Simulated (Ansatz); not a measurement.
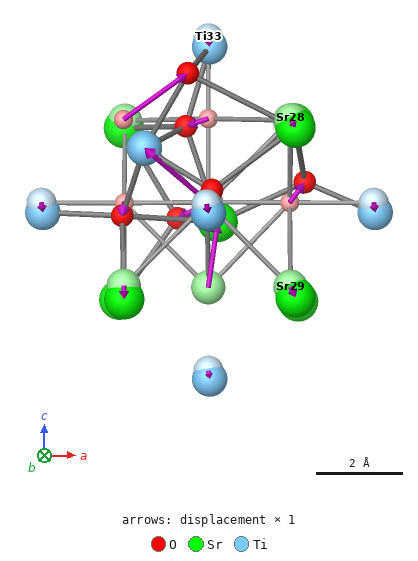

This is a relaxation of a defect cell of composition O₂₄Sr₈Ti₈. The starting structure is drawn faded, the final one solid; purple arrows show the displacements, at their true length.

Style: ball-and-stick. Shown: the atoms within 4.2 Å of the atom that moves most (axes of the cell of the calculation (origin shifted)), along the b axis.

Level of theory: DFT, PBEsol, PAW, plane waves (Ansatz). (plane-wave cutoff 420 eV; k-point mesh 1 × 1 × 1; mesh shifted by (0.25, 0.25, 0.25); no spin polarisation; atoms relaxed in a fixed cell; force threshold 0.03 eV/Å; at most 80 steps)

What did the optimiser do to the structure, and how much energy did it gain?

Over 26 geometry steps the energy falls by 23.046 eV per cell of the calculation. Largest force component: 15 eV/Å at the start, 0.021 eV/Å at the end. The largest move is that of a Ti atom, 2.45 Å along [−1 −1 1]. Largest moves by element: Ti 2.45 Å, O 1.90 Å, Sr 1.57 Å. The cell stays as it was. Near-neighbour distances that change, for instance: Sr–Ti 3.380 → 6.224 Å, O–Ti 1.907 → 4.178 Å, O–Ti 1.988 → 4.188 Å, Sr–Ti 1.955 → 3.690 Å. New bonds form: O–Sr (3.89 → 2.90 Å), O–Sr (3.93 → 2.83 Å), O–Sr (3.95 → 2.37 Å), O–Ti (3.37 → 2.10 Å). Bonds break: O–Ti (1.91 → 4.18 Å), O–Ti (1.99 → 4.19 Å). Among the angles between lasting bonds that change: Ti–O–Ti 179.8° → 111.6°, Ti–O–Ti 179.4° → 111.3°, Ti–O–Ti 177.9° → 111.7°. Cost: 17 s on 1 × NVIDIA GB300 Max-Q with 8 threads of Arm Neoverse-V2, peak memory 1.9 GiB.

Limits of the set-up: the periodic images lie only 7.8 Å apart, so the values are limited by the cell's size.
